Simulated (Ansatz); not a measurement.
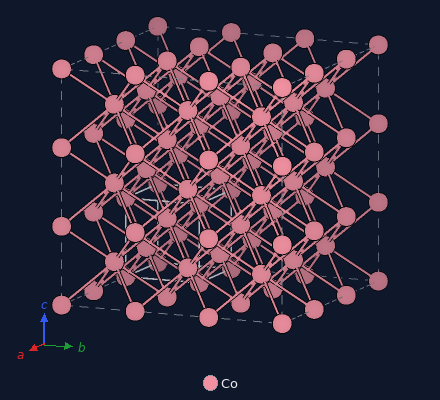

Co (Im-3m, No. 229): the end point of a relaxation with Ansatz, DFT, RPBE, plane waves (420 eV) with PAW, scalar-relativistic; the starting structure was generated, so it need not be a known form of this composition.

```yaml
crystal:
  lattice:
    - [2.79972, 0.00000, 0.00000]
    - [0.00000, 2.79972, 0.00000]
    - [0.00000, 0.00000, 2.79972]
  atoms:
    - { symbol: Co, position: [0.00000, 0.00000, 0.00000] }
    - { symbol: Co, position: [0.50000, 0.50000, 0.50000] }
```

What will a Z-contrast image along [001] show? Simulated incoherent Z contrast: every atom adds Z^1.6 spread by a probe of 0.95 Å full width; channelling and multiple scattering are left out. The display is stretched by a gamma of 0.65; percentages refer to the linear signal. Shot noise was added.

The columns repeat on a square net with a repeat of 1.98 Å (plane group p4mm). All columns are alike (Co). The shortest distance between visible columns is 1.98 Å in projection. Along the beam the structure repeats every 2.80 Å.

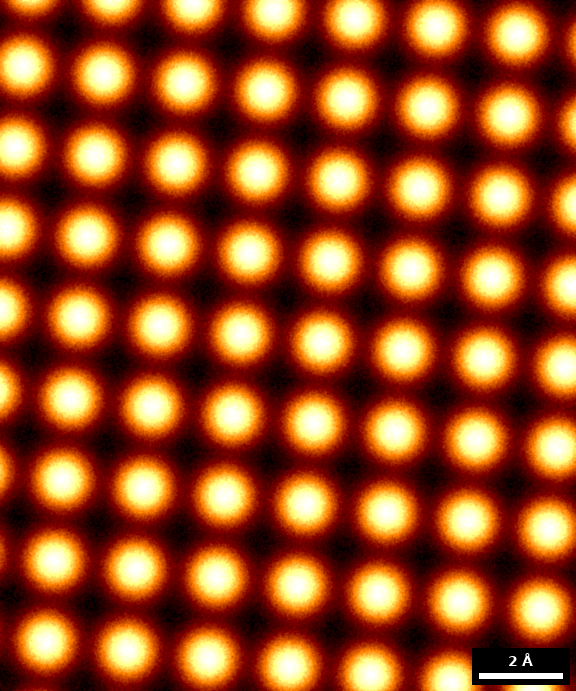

The simulated image.
